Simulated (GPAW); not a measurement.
System: MgS.

```xyz
4
Lattice="2.4456 -2.4456 0.0000 2.4456 2.4456 0.0000 0.0000 0.0000 5.8888" Properties=species:S:1:pos:R:3 pbc="T T T"
S     2.4456    0.0000    0.0000
S     0.0000    0.0000    2.9444
Mg    0.0000    0.0000    0.0000
Mg    2.4456    0.0000    2.9444
```

Space group I4/mmm; computed pressure about 6 GPa in this cell.

Theory: GPAW, Kohn-Sham DFT of a periodic cell, PBE, GPAW PAW data sets (gpaw-data 1.2.1).

**What can the converged valence pseudo-density and electron localisation function tell about the bonding?**

Mg–S (2.45 Å): the density is about 0.35 e/Å³ at the midpoint; the ELF peaks at about 0.85 in the valence shell of S, 0.9 Å from its nucleus, and falls to about 0.10 next to Mg (a largely ionic contact).

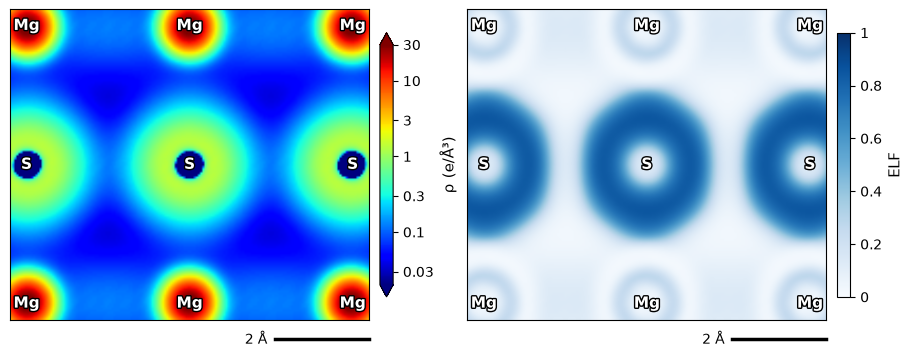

Computed valence pseudo-density and electron localisation function on the (100) plane of the conventional cell, in this order. 

In a PAW calculation such maps are meaningful between the atoms, not at the nuclei.
